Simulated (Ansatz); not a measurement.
Ge (Im-3m, No. 229): a calculation's starting geometry; the starting structure was generated, so it need not be a known form of this composition.

```
Ge
1.0
     3.29668    0.00000    0.00000
     0.00000    3.29668    0.00000
     0.00000    0.00000    3.29668
Ge
2
Direct
  0.00000 0.00000 0.00000
  0.50000 0.50000 0.50000
```

What will a projected-potential map along [210] show? Computed as the sum of neutral-atom potentials (tabulated electron scattering factors, B = 0.3 Å²) projected along the beam and smoothed by 0.25 Å; brighter is more positive. The display is stretched by a gamma of 0.7; percentages refer to the linear signal.

The columns repeat on a centred rectangular net of 1.47 × 3.30 Å (plane group c2mm). All columns are alike (Ge). The shortest distance between visible columns is 1.47 Å in projection. Along the beam the structure repeats every 7.37 Å.

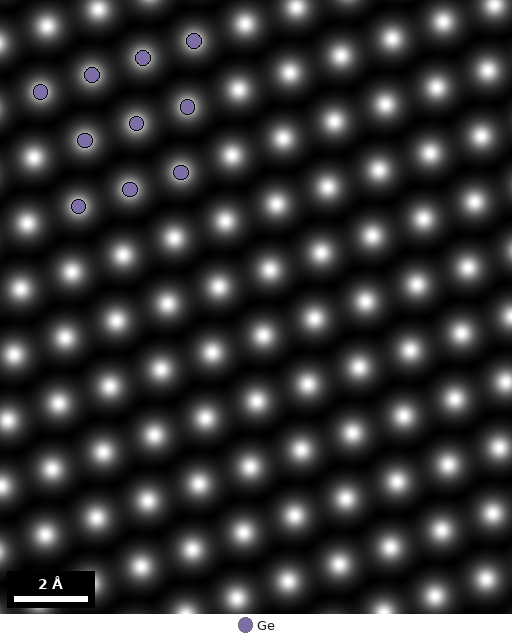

The simulated image, with the columns of the model marked in one corner.

What mean inner potential do neutral atoms give for this crystal?

About 20 V (the sum of the forward scattering factors over the cell volume; bonding usually lowers the true value).
